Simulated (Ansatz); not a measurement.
## Mn$_{3}$Si: single-point calculation (part 1 of 2)

- system: Mn$_{3}$Si (Fm-3m, 4 atoms in the cell)
- method: DFT with PBEsol, PAW plane waves, Ueff = 4.73 eV on Mn d, spin-polarised (Ansatz 0.2.0)

The structure derives from an entry of the Crystallography Open Database. Figures and captions count atoms from 1; the log counts them from 0 in places.

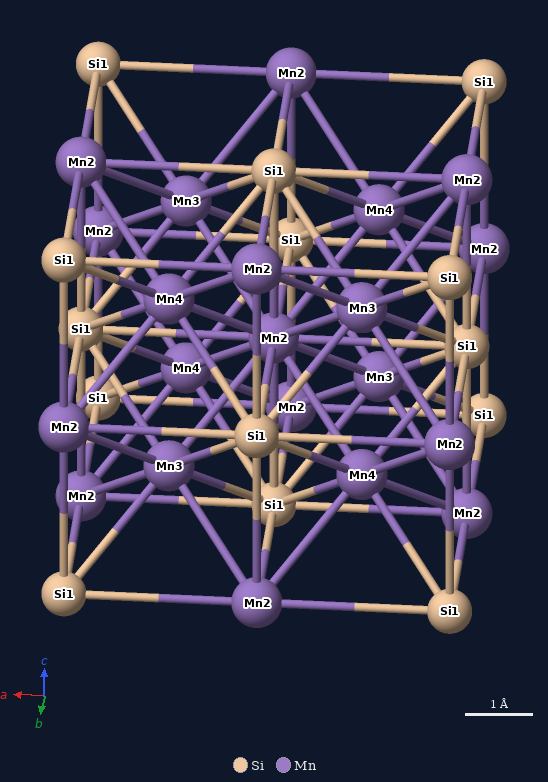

*The structure as given in the input (ball-and-stick view of the cell 4 times as large as that of the calculation, set on its symmetry axes, seen at an oblique angle; atoms are numbered from 1 in the order of the input).*

Near neighbours in the crystal (not all of them lie inside the picture): Si has 14 Mn at 2.51 to 2.90 Å; Mn has 8 Mn at 2.51 Å and 6 Si at 2.90 Å; Mn has 4 Mn at 2.51 Å and 4 Si at 2.51 Å.

## Input
```yaml
crystal:
  lattice:
    - [0.0, 2.8999557, 2.8999557]
    - [2.8999557, 0.0, 2.8999557]
    - [2.8999557, 2.8999557, 0.0]
  atoms:
    - { symbol: Si, position: [0.0, 0.0, 0.0] }
    - { symbol: Mn, position: [0.5, 0.5, 0.5], spin: -3.9 }
    - { symbol: Mn, position: [0.25, 0.25, 0.25], spin: 3.3 }
    - { symbol: Mn, position: [0.75, 0.75, 0.75], spin: 3.3 }
kpoints:
  mp_grid: { grid: [5, 5, 5], shift: [0, 0, 0] }
magnetization:
  spin_polarized: true
scf:
  occupations: { method: gaussian, width: 0.0699 }
hamiltonian:
  pseudopotentials: { kind: paw }
  xc: pbesol
  hubbard: { projectors: atomic, sites: [{ species: Mn, l: d, u_eff: 4.73 }] }
basis:
  ecutwfc: 420
output:
  forces: true
  stress: true
  eigenvalues: true
  write_density: true
  write_potential: true
  elf: true
  volumetric_format: npy
```

Launched with:
```bash
ansatz run input.yaml --threads 1 --pin off --max-ram 2560MiB --backend cpu --events-out ev --progress --plain --runs-dir out
```

## Log
```
Engine: ansatz 0.2.0, x86_64-unknown-linux-gnu
Pseudopotentials: kind: paw
Pseudopotential: Si, paw, valence charge 4, recommended cutoff 420 eV (normal), Si.paw.azcp
Pseudopotential: Mn, paw, valence charge 15, recommended cutoff 420 eV (normal), Mn.paw.azcp
Functional definition: PBEsol
  exchange = pbesol_x
  correlation = pbesol_c
Crystal: 4 atoms, lattice volume = 48.776 Å³
Basis set: ecut = 420 eV, 941 PW (Γ), exchange–correlation on 60×60×60 points (8 copies of the dense FFT grid, shifted against one another)
Bands: 36, of which v1, the nominal top of the filled ones, is band 25 counted from 1 (24 counted from 0)
Symmetry: 48 space group operations
Space group: Fm-3m (ITA 225), of the structure as read, at distance tolerance 3.7e-5 Å
Magnetic group: BNS 225.116 (UNI 1618), of the structure as read, at distance tolerance 3.7e-5 Å
k-points: 10 of 125
Non-local potential: Si, projectors of the file, l = 0: 2, l = 1: 2, l = 2: 2
Non-local potential: Mn, projectors of the file, l = 0: 3, l = 1: 2, l = 2: 3, l = 3: 1
PAW form: soft (Blöchl's): semilocal exchange-correlation on the pseudo side does not see the compensation charge
PAW frozen core: Si, regenerated for the run's functional, and the local potential with it (the file was generated under x = pbe(κ = 0.804, μ = 0.2195149727645171), c = pbe(β = 0.06672455060314922))
PAW frozen core: Mn, regenerated for the run's functional, and the local potential with it (the file was generated under x = pbe(κ = 0.804, μ = 0.2195149727645171), c = pbe(β = 0.06672455060314922))
PAW one-centre angular grid: Si, 110 points (default); XC on 64 Gauss nodes
PAW one-centre angular grid: Mn, 590 points (default); XC on 64 Gauss nodes
Initial density: superposition of atomic densities (chi_scale 0.1, normalization cell)
Starting moments: Σ|m| = 10.5 μB on 3 of 4 sites
Initial wavefunctions: pseudopotential atomic-orbital guess
Functional: x = pbesol(κ = 0.804, μ = 0.12345679012345678), c = pbesol(β = 0.046)
iter 1 solved again at ethr=1.07e-3 eV; its pass at ethr=3.10e-3 eV (dr2=5.24e-1 eV) is discarded
SCF iter   1: F=—  HF=-12217.004805 eV  |F-HF|=—  |Δ(HF+E_count)|=         —  Δρ=4.34e-2 (↑4.34e-2 ↓3.78e-2)  dr2=5.27e-1  dr2_m=6.20e-1  M=2.810 μB ∫|m|=11.240 μB  β_m=1.00  ethr=1.07e-3  ⟨swp⟩=1.2  Hψ=3439  notcnv=0
preconditioner: auto → Kerker (q_TF=auto, 2.730 Å⁻¹)  [metal: Δε(μ)=0.060 eV  Ē_g=8.589 eV  σ=0.070 eV  W_gap=0.45  n_scr=14 (ndim 8)  ℏωp=26.6 eV  f_vac=0.000  D(μ)=2.78/eV (n_scr^D=26)]
spin=Collinear: Kerker preconditioning applied to the charge; magnetization (m = ρ↑ − ρ↓) channel mixes plain (no charge-response kernel on spin).
SCF iter   2: F=—  HF=-12217.679943 eV  |F-HF|=—  |Δ(HF+E_count)|=   6.75e-1  Δρ=1.19e-2 (↑1.19e-2 ↓9.98e-3)  dr2=1.75e-1  dr2_m=1.28e-2  M=2.847 μB ∫|m|=11.547 μB  β_m=1.00  ethr=1.07e-3  ⟨swp⟩=2.5  Hψ=1363  notcnv=0
SCF iter   3: F=—  HF=-12218.116568 eV  |F-HF|=—  |Δ(HF+E_count)|=   4.37e-1  Δρ=6.56e-3 (↑5.94e-3 ↓6.56e-3)  dr2=4.41e-2  dr2_m=1.18e-3  M=2.895 μB ∫|m|=11.594 μB  β_m=0.30  ethr=3.57e-4  ⟨swp⟩=2.2  Hψ=1088  notcnv=0  defer=75
SCF iter   4: F=—  HF=-12218.401299 eV  |F-HF|=—  |Δ(HF+E_count)|=   2.85e-1  Δρ=3.29e-3 (↑2.94e-3 ↓3.29e-3)  dr2=1.07e-2  dr2_m=1.51e-3  M=2.892 μB ∫|m|=11.581 μB  β_m=1.00  ethr=8.99e-5  ⟨swp⟩=2.5  Hψ=1214  notcnv=0  defer=75
SCF iter   5: F=—  HF=-12218.550389 eV  |F-HF|=—  |Δ(HF+E_count)|=   1.49e-1  Δρ=1.67e-3 (↑1.67e-3 ↓1.54e-3)  dr2=4.10e-3  dr2_m=1.68e-4  M=2.897 μB ∫|m|=11.576 μB  β_m=0.30  ethr=2.18e-5  ⟨swp⟩=2.0  Hψ=1115  notcnv=0  defer=75
SCF iter   6: F=—  HF=-12218.625376 eV  |F-HF|=—  |Δ(HF+E_count)|=   7.50e-2  Δρ=1.55e-3 (↑1.55e-3 ↓1.49e-3)  dr2=1.58e-3  dr2_m=2.60e-4  M=2.896 μB ∫|m|=11.567 μB  β_m=0.30  ethr=8.37e-6  ⟨swp⟩=2.0  Hψ=1270  notcnv=0  defer=75
Mixer restart at iter 6: flushing history
spin-set hold released at iteration 6 (site moments contracting): the magnetisation degrees of freedom join the quasi-Newton model from the next iteration; the mixer history was flushed
SCF iter   7: F=—  HF=-12218.666259 eV  |F-HF|=—  |Δ(HF+E_count)|=   4.09e-2  Δρ=1.18e-3 (↑7.02e-4 ↓1.18e-3)  dr2=2.24e-4  dr2_m=2.83e-4  M=2.895 μB ∫|m|=11.557 μB  β_m=0.65  ethr=3.22e-6  ⟨swp⟩=2.0  Hψ=915  notcnv=0  defer=75
SCF iter   8: F=—  HF=-12218.716576 eV  |F-HF|=—  |Δ(HF+E_count)|=   5.03e-2  Δρ=1.72e-3 (↑1.72e-3 ↓1.65e-3)  dr2=6.69e-4  dr2_m=8.11e-4  M=2.881 μB ∫|m|=11.513 μB  β_m=0.69  ethr=4.56e-7  ⟨swp⟩=2.2  Hψ=1325  notcnv=0  defer=78
SCF iter   9: F=—  HF=-12218.718849 eV  |F-HF|=—  |Δ(HF+E_count)|=   2.27e-3  Δρ=1.54e-3 (↑4.37e-4 ↓1.54e-3)  dr2=6.37e-4  dr2_m=3.62e-4  M=2.867 μB ∫|m|=11.498 μB  β_m=0.85  ethr=4.56e-7  ⟨swp⟩=2.0  Hψ=1376  notcnv=0  defer=78
SCF iter  10: F=—  HF=-12218.721446 eV  |F-HF|=—  |Δ(HF+E_count)|=   2.60e-3  Δρ=1.18e-3 (↑1.18e-3 ↓1.18e-3)  dr2=4.16e-4  dr2_m=4.13e-4  M=2.825 μB ∫|m|=11.468 μB  β_m=0.92  ethr=4.56e-7  ⟨swp⟩=2.0  Hψ=1245  notcnv=0  defer=78
SCF iter  11: F=—  HF=-12218.723832 eV  |F-HF|=—  |Δ(HF+E_count)|=   2.39e-3  Δρ=2.12e-3 (↑1.85e-3 ↓2.12e-3)  dr2=4.46e-3  dr2_m=8.95e-4  M=2.740 μB ∫|m|=11.430 μB  β_m=0.96  ethr=4.56e-7  ⟨swp⟩=2.0  Hψ=1304  notcnv=0  defer=79  recentre
SCF iter  12: F=—  HF=-12218.722485 eV  |F-HF|=—  |Δ(HF+E_count)|=   1.35e-3  Δρ=1.39e-3 (↑1.16e-3 ↓1.39e-3)  dr2=1.09e-3  dr2_m=5.46e-4  M=2.782 μB ∫|m|=11.449 μB  β_m=0.98  ethr=4.56e-7  ⟨swp⟩=2.0  Hψ=1063  notcnv=0  defer=79
SCF iter  13: F=—  HF=-12218.723067 eV  |F-HF|=—  |Δ(HF+E_count)|=   5.83e-4  Δρ=2.02e-3 (↑1.05e-3 ↓2.02e-3)  dr2=1.73e-3  dr2_m=7.99e-4  M=2.763 μB ∫|m|=11.441 μB  β_m=0.99  ethr=4.56e-7  ⟨swp⟩=2.0  Hψ=1106  notcnv=0  defer=79
SCF iter  14: F=—  HF=-12218.723891 eV  |F-HF|=—  |Δ(HF+E_count)|=   8.24e-4  Δρ=1.95e-3 (↑1.31e-3 ↓1.95e-3)  dr2=1.12e-3  dr2_m=1.03e-3  M=2.729 μB ∫|m|=11.424 μB  β_m=1.00  ethr=4.56e-7  ⟨swp⟩=2.5  Hψ=1098  notcnv=0  defer=79
SCF iter  15: F=—  HF=-12218.724770 eV  |F-HF|=—  |Δ(HF+E_count)|=   8.78e-4  Δρ=2.16e-3 (↑1.49e-3 ↓2.16e-3)  dr2=1.30e-3  dr2_m=1.31e-3  M=2.694 μB ∫|m|=11.409 μB  β_m=0.79  ethr=4.56e-7  ⟨swp⟩=2.0  Hψ=924  notcnv=0  defer=79
SCF iter  16: F=—  HF=-12218.723768 eV  |F-HF|=—  |Δ(HF+E_count)|=   1.00e-3  Δρ=2.02e-3 (↑1.57e-3 ↓2.02e-3)  dr2=1.13e-3  dr2_m=1.29e-3  M=2.734 μB ∫|m|=11.425 μB  β_m=0.09  ethr=4.56e-7  ⟨swp⟩=2.0  Hψ=904  notcnv=0  defer=79
SCF iter  17: F=—  HF=-12218.724388 eV  |F-HF|=—  |Δ(HF+E_count)|=   6.20e-4  Δρ=1.93e-3 (↑1.49e-3 ↓1.93e-3)  dr2=7.22e-4  dr2_m=1.20e-3  M=2.707 μB ∫|m|=11.414 μB  β_m=0.15  ethr=4.56e-7  ⟨swp⟩=2.0  Hψ=881  notcnv=0  defer=79
SCF iter  18: F=—  HF=-12218.721757 eV  |F-HF|=—  |Δ(HF+E_count)|=   2.63e-3  Δρ=1.01e-3 (↑7.89e-4 ↓1.01e-3)  dr2=2.55e-4  dr2_m=2.88e-4  M=2.804 μB ∫|m|=11.461 μB  β_m=0.46  ethr=4.56e-7  ⟨swp⟩=2.0  Hψ=1131  notcnv=0  defer=79
SCF iter  19: F=—  HF=-12218.718687 eV  |F-HF|=—  |Δ(HF+E_count)|=   3.07e-3  Δρ=1.92e-3 (↑1.48e-3 ↓1.92e-3)  dr2=1.20e-3  dr2_m=1.07e-3  M=2.882 μB ∫|m|=11.499 μB  β_m=0.22  ethr=4.56e-7  ⟨swp⟩=2.5  Hψ=1177  notcnv=0  defer=79  recentre
SCF iter  20: F=—  HF=-12218.726077 eV  |F-HF|=—  |Δ(HF+E_count)|=   7.39e-3  Δρ=2.11e-3 (↑1.71e-3 ↓2.11e-3)  dr2=1.52e-3  dr2_m=1.38e-3  M=2.646 μB ∫|m|=11.388 μB  β_m=0.23  ethr=4.56e-7  ⟨swp⟩=2.8  Hψ=1448  notcnv=0  defer=79
SCF iter  21: F=—  HF=-12218.722088 eV  |F-HF|=—  |Δ(HF+E_count)|=   3.99e-3  Δρ=1.89e-3 (↑1.41e-3 ↓1.89e-3)  dr2=1.01e-3  dr2_m=1.06e-3  M=2.801 μB ∫|m|=11.456 μB  β_m=0.06  ethr=4.56e-7  ⟨swp⟩=2.2  Hψ=1279  notcnv=0  defer=75
SCF iter  22: F=—  HF=-12218.725285 eV  |F-HF|=—  |Δ(HF+E_count)|=   3.20e-3  Δρ=2.10e-3 (↑1.57e-3 ↓2.10e-3)  dr2=1.30e-3  dr2_m=1.32e-3  M=2.674 μB ∫|m|=11.400 μB  β_m=0.20  ethr=4.56e-7  ⟨swp⟩=2.4  Hψ=1193  notcnv=0  defer=75
SCF iter  23: F=—  HF=-12218.715979 eV  |F-HF|=—  |Δ(HF+E_count)|=   9.31e-3  Δρ=3.47e-3 (↑2.92e-3 ↓3.47e-3)  dr2=3.41e-3  dr2_m=4.07e-3  M=2.899 μB ∫|m|=11.515 μB  β_m=0.14  ethr=4.56e-7  ⟨swp⟩=3.0  Hψ=1463  notcnv=0  defer=75  recentre
SCF iter  24: F=—  HF=-12218.733808 eV  |F-HF|=—  |Δ(HF+E_count)|=   1.78e-2  Δρ=1.54e-3 (↑9.90e-4 ↓1.54e-3)  dr2=9.22e-4  dr2_m=5.61e-4  M=2.412 μB ∫|m|=11.274 μB  β_m=0.44  ethr=4.56e-7  ⟨swp⟩=3.1  Hψ=1656  notcnv=0  defer=78
SCF iter  25: F=—  HF=-12218.733474 eV  |F-HF|=—  |Δ(HF+E_count)|=   3.34e-4  Δρ=1.51e-3 (↑9.44e-4 ↓1.51e-3)  dr2=7.56e-4  dr2_m=5.42e-4  M=2.425 μB ∫|m|=11.280 μB  β_m=0.33  ethr=4.56e-7  ⟨swp⟩=1.4  Hψ=798  notcnv=0  defer=79
SCF iter  26: F=—  HF=-12218.729429 eV  |F-HF|=—  |Δ(HF+E_count)|=   4.05e-3  Δρ=2.08e-3 (↑1.43e-3 ↓2.08e-3)  dr2=1.16e-3  dr2_m=1.19e-3  M=2.549 μB ∫|m|=11.341 μB  β_m=0.86  ethr=4.56e-7  ⟨swp⟩=2.6  Hψ=1251  notcnv=0  defer=79
SCF iter  27: F=—  HF=-12218.730615 eV  |F-HF|=—  |Δ(HF+E_count)|=   1.19e-3  Δρ=1.93e-3 (↑1.57e-3 ↓1.93e-3)  dr2=9.60e-4  dr2_m=1.22e-3  M=2.514 μB ∫|m|=11.326 μB  β_m=0.62  ethr=4.56e-7  ⟨swp⟩=2.5  Hψ=1114  notcnv=0  defer=79
SCF iter  28: F=—  HF=-12218.734021 eV  |F-HF|=—  |Δ(HF+E_count)|=   3.41e-3  Δρ=1.54e-3 (↑1.05e-3 ↓1.54e-3)  dr2=7.60e-4  dr2_m=6.40e-4  M=2.403 μB ∫|m|=11.273 μB  β_m=0.90  ethr=4.56e-7  ⟨swp⟩=2.5  Hψ=1201  notcnv=0  defer=79
SCF iter  29: F=—  HF=-12218.731297 eV  |F-HF|=—  |Δ(HF+E_count)|=   2.72e-3  Δρ=1.92e-3 (↑1.41e-3 ↓1.92e-3)  dr2=1.07e-3  dr2_m=1.09e-3  M=2.495 μB ∫|m|=11.316 μB  β_m=0.26  ethr=4.56e-7  ⟨swp⟩=2.3  Hψ=1179  notcnv=0  defer=79
SCF iter  30: F=—  HF=-12218.733127 eV  |F-HF|=—  |Δ(HF+E_count)|=   1.83e-3  Δρ=1.70e-3 (↑1.14e-3 ↓1.70e-3)  dr2=9.06e-4  dr2_m=7.76e-4  M=2.435 μB ∫|m|=11.289 μB  β_m=0.12  ethr=4.56e-7  ⟨swp⟩=2.4  Hψ=1115  notcnv=0  defer=79
SCF iter  31: F=—  HF=-12218.735551 eV  |F-HF|=—  |Δ(HF+E_count)|=   2.42e-3  Δρ=8.70e-4 (↑7.84e-4 ↓8.70e-4)  dr2=4.05e-4  dr2_m=1.98e-4  M=2.331 μB ∫|m|=11.227 μB  β_m=0.81  ethr=4.56e-7  ⟨swp⟩=3.0  Hψ=1396  notcnv=0  defer=79
SCF iter  32: F=—  HF=-12218.733778 eV  |F-HF|=—  |Δ(HF+E_count)|=   1.77e-3  Δρ=2.54e-3 (↑2.00e-3 ↓2.54e-3)  dr2=3.32e-3  dr2_m=1.68e-3  M=2.328 μB ∫|m|=11.214 μB  β_m=0.67  ethr=4.56e-7  ⟨swp⟩=2.1  Hψ=1276  notcnv=0  defer=78  recentre
SCF iter  33: F=—  HF=-12218.735755 eV  |F-HF|=—  |Δ(HF+E_count)|=   1.98e-3  Δρ=1.94e-4 (↑1.76e-4 ↓1.94e-4)  dr2=1.66e-5  dr2_m=1.05e-5  M=2.336 μB ∫|m|=11.236 μB  β_m=0.82  ethr=4.56e-7  ⟨swp⟩=2.3  Hψ=1262  notcnv=0  defer=78
SCF iter  34: F=—  HF=-12218.734482 eV  |F-HF|=—  |Δ(HF+E_count)|=   1.27e-3  Δρ=1.74e-3 (↑1.61e-3 ↓1.74e-3)  dr2=1.12e-3  dr2_m=1.07e-3  M=2.328 μB ∫|m|=11.221 μB  β_m=0.82  ethr=3.38e-8  ⟨swp⟩=2.9  Hψ=1330  notcnv=0  defer=78
SCF iter  35: F=—  HF=-12218.735771 eV  |F-HF|=—  |Δ(HF+E_count)|=   1.29e-3  Δρ=5.50e-5 (↑2.31e-5 ↓5.50e-5)  dr2=1.41e-6  dr2_m=4.16e-7  M=2.334 μB ∫|m|=11.236 μB  β_m=0.91  ethr=3.38e-8  ⟨swp⟩=2.9  Hψ=1322  notcnv=0  defer=78
SCF iter  36: F=—  HF=-12218.735764 eV  |F-HF|=—  |Δ(HF+E_count)|=   7.42e-6  Δρ=1.35e-4 (↑1.21e-4 ↓1.35e-4)  dr2=6.54e-6  dr2_m=6.21e-6  M=2.336 μB ∫|m|=11.238 μB  β_m=0.91  ethr=2.88e-9  ⟨swp⟩=2.4  Hψ=1138  notcnv=0  defer=78
iter 37 met the thresholds in force, and the SCF goes on: an eigenvalue changes by 0.70 meV, over its tolerance of 0.50 meV (output.eigenvalues, Limitations)
SCF iter  37: F=-12218.735772 eV  HF=-12218.735772 eV  |F-HF|=1.27e-8  |Δ(HF+E_count)|=   8.53e-6  Δρ=5.96e-6 (↑5.96e-6 ↓3.82e-6)  dr2=1.34e-8  dr2_m=6.25e-9  M=2.334 μB ∫|m|=11.237 μB  β_m=0.86  ethr=2.04e-10  ⟨swp⟩=10.5  Hψ=4950  notcnv=0
SCF iter  38: F=-12218.735772 eV  HF=-12218.735772 eV  |F-HF|=8.70e-9  |Δ(HF+E_count)|=   1.37e-8  Δρ=7.82e-6 (↑5.25e-6 ↓7.82e-6)  dr2=4.37e-9  dr2_m=1.82e-8  M=2.334 μB ∫|m|=11.237 μB  ethr=2.72e-11  ⟨swp⟩=4.9  Hψ=3704  notcnv=0
SCF 1 converged in 38 iterations: F = -12218.735772 eV  dr2 = 4.37e-9
  greatest PAW one-centre occupation: 1.003 electrons in one spin orbital (limit 2), on the Mn atom at site 3 (counted from 0), in its partial waves of l = 1
Symmetry: 8 space group operations
k-points: 18 of 125 (time reversal used)
Initial density: read from a saved state, or passed on in memory by an earlier SCF of this step, an earlier step, the calling program or the single point that the run made first
Starting moments: Σ|m| = 10.5 μB on 3 of 4 sites; this step starts from the density that it was given
Initial wavefunctions: those read from a saved state, or passed on in memory by an earlier step or the calling program
iter 1 solved again at ethr=8.91e-12 eV; its pass at ethr=2.04e-6 eV (dr2=4.37e-9 eV) is discarded
```
